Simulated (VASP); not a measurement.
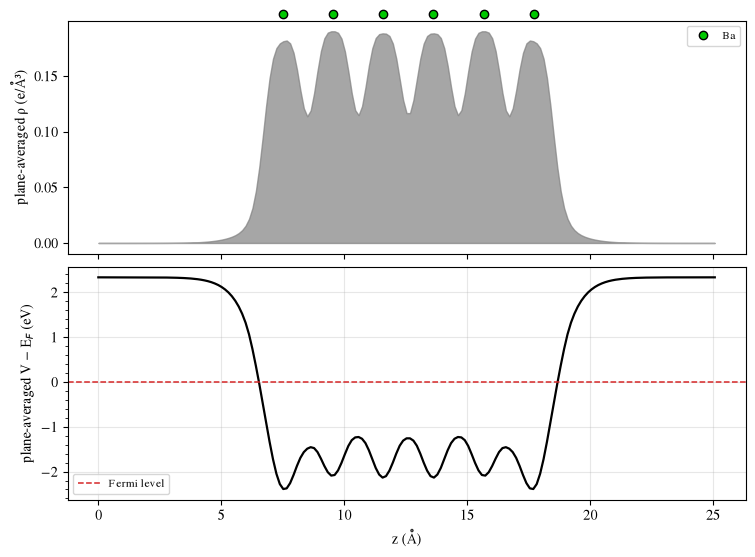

Ba (slab). Plane average of the electrostatic potential (local pseudopotential plus Hartree) felt by an electron and of the valence electron density across the slab. Circles mark the heights of the atoms.

These are results of Kohn-Sham DFT of a periodic cell, PBE, VASP PAW PBE potentials, recommended (VASP), not measurements.

The density is the valence pseudo-density of a PAW calculation; it isn't the true density close to the nuclei.

```xyz
6
Lattice="4.3301 0.0000 0.0000 0.0000 7.0711 0.0000 0.0000 0.0000 25.2062" Properties=species:S:1:pos:R:3 pbc="T T T"
Ba    1.4434    3.5355    7.5001
Ba    2.8868    0.0000    9.5413
Ba    0.0000    3.5355   11.5825
Ba    1.4434    0.0000   13.6237
Ba    2.8868    3.5355   15.6649
Ba    0.0000    0.0000   17.7061
```

> How far above the Fermi level of the calculation is the vacuum level?

2.3 eV.

> What are the slab's thickness and the vacuum gap?

The outermost nuclei are 10.2 Å apart, in 6 atomic planes; the vacuum between periodic images is 15.0 Å wide.
